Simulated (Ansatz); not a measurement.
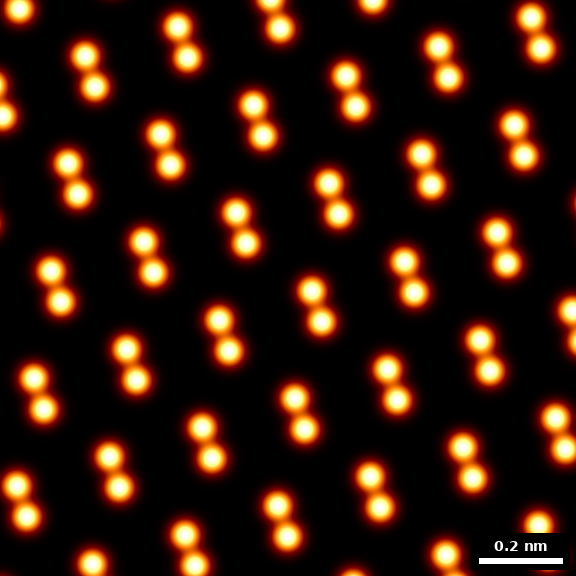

Z-contrast image of Pt (P6_3/mmc, No. 194) along [101]. Simulated incoherent Z contrast: every atom adds Z^1.7 spread by a probe of 0.50 Å full width; channelling and multiple scattering are left out. The display is stretched by a gamma of 0.8; percentages refer to the linear signal. Structure: a calculation's starting geometry; the starting structure was generated, so it need not be a known form of this composition.

Q: What can be read from this image?

A: The columns repeat on a centred rectangular net of 2.36 × 4.73 Å (plane group c2mm). All columns are alike (Pt). The shortest distance between visible columns is 0.79 Å in projection. Along the beam the structure repeats every 5.42 Å.
